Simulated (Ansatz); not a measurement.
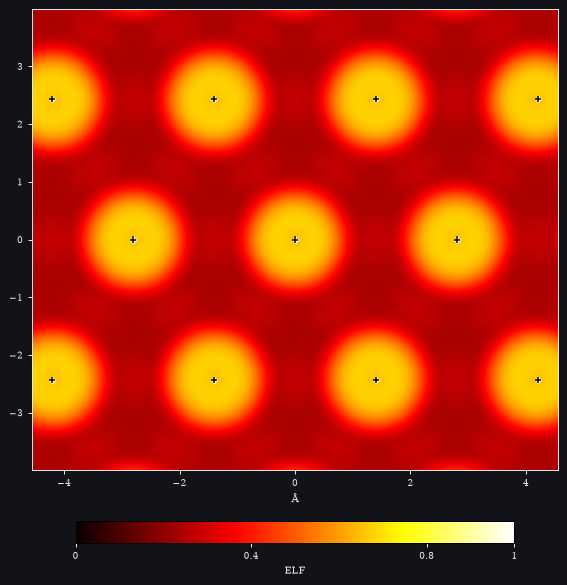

The ELF on a plane through atoms (crosses mark nuclei in the plane).

The calculation used DFT PBE, scalar-relativistic, plane waves, PAW in Ansatz.

Candidates:
A. Zn18O17 (cell with a defect), a = 7.76 Å, b = 7.76 Å, c = 7.76 Å, α = 78.63°, β = 78.63°, γ = 78.63°. 
B. Mg (cell with a defect), a = 7.57 Å, b = 7.57 Å, c = 7.57 Å, α = 78.91°, β = 78.91°, γ = 78.91°. 
C. Pt, a = 8.42 Å, b = 8.42 Å, c = 8.42 Å, α = 60.00°, β = 60.00°, γ = 60.00°. Space group Fm-3m; a structure from a database of computed crystals, not necessarily the ambient phase.

Which candidate gave the map?

Answer. Candidate C: Pt on the (010) plane of the calculation cell, which holds Pt. Pt–Pt (2.81 Å): the ELF is about 0.30 at the midpoint: no shared electron pair shows on this line.
